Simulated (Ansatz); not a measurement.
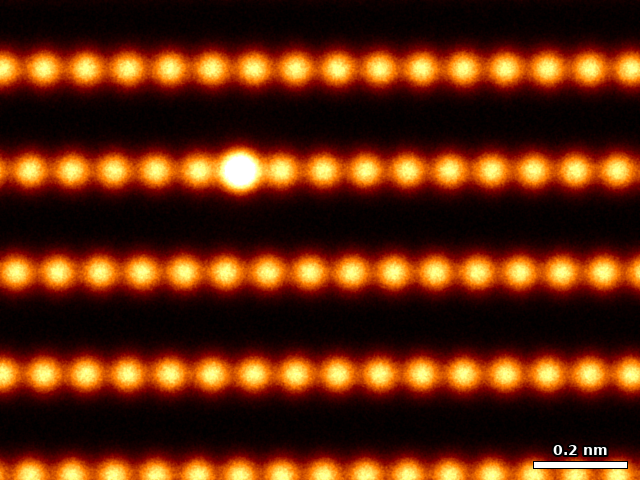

Z-contrast image of Zn (R-3m, No. 166) along [310]. Simulated incoherent Z contrast: every atom adds Z^1.6 spread by a probe of 0.65 Å full width; channelling and multiple scattering are left out. The probe carries 25 % of its weight in a tail 2.5 times as wide. Shot noise was added.

The sample is 3 repeats (22.3 Å) thick. One point defect was put into the perfect crystal, without relaxing the atoms around it. Brightness is counted from the darkest point of the image. Host structure: the geometry relaxed with DFT PBE, scalar-relativistic, plane waves, PAW (Ansatz 0.2.0); the starting structure was generated, so it need not be a known form of this composition.

> Where is the defect (in Å from the left and the top edge), and what does its contrast suggest?

At about 5 Å from the left and 4 Å from the top. The column is brighter, which points to a heavier atom. The column holds 3 atoms (Zn) through the sample, and one Zn atom is replaced by Hg, so its peak rises to about 225 % of that of its equals.
